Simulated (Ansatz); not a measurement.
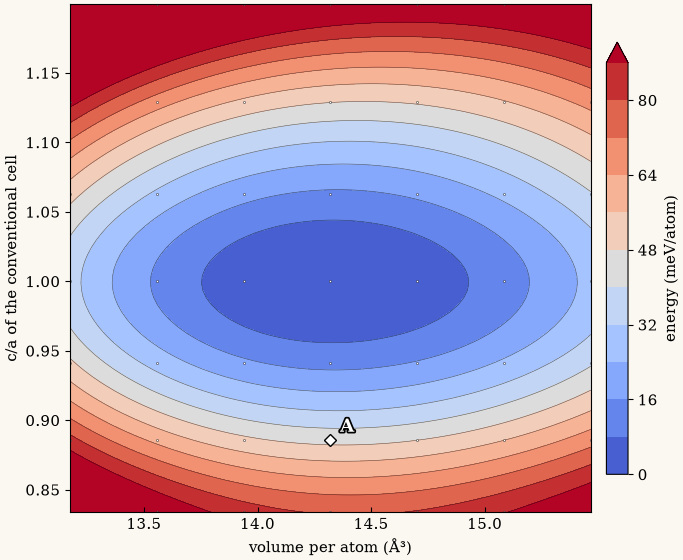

Al3Cu (Pm-3m, No. 221; 4 atoms in the cell). The energy is mapped over volume and the cell's shape. The first coordinate is: volume per atom; the second: c/a of the conventional cell. Nothing is relaxed (symmetry fixes all fractional coordinates). Grid: 7 × 7 points. Points are written as (first, second). All energies are given in meV/atom relative to the lowest grid point. Method: DFT LDA, scalar-relativistic, plane waves, PAW (Ansatz 0.2.0). Settings: cutoff 520 eV, k-mesh 12×12×12, gaussian smearing 0.15 eV, no spin polarisation.

Drawn: filled contours, dots at the grid points, one colour for all values above the top of the scale, the point A. Between grid points the surface is interpolated.

### Which way does the force act at A, and how strong is it?

A, at (14.321 Å³, 0.886), is not a stationary point. The computed force is 2.3 meV/atom for each Å³ towards larger values of volume per atom and 680 meV/atom for each unit towards larger values of c/a of the conventional cell.

PAW datasets: the set soft_1.
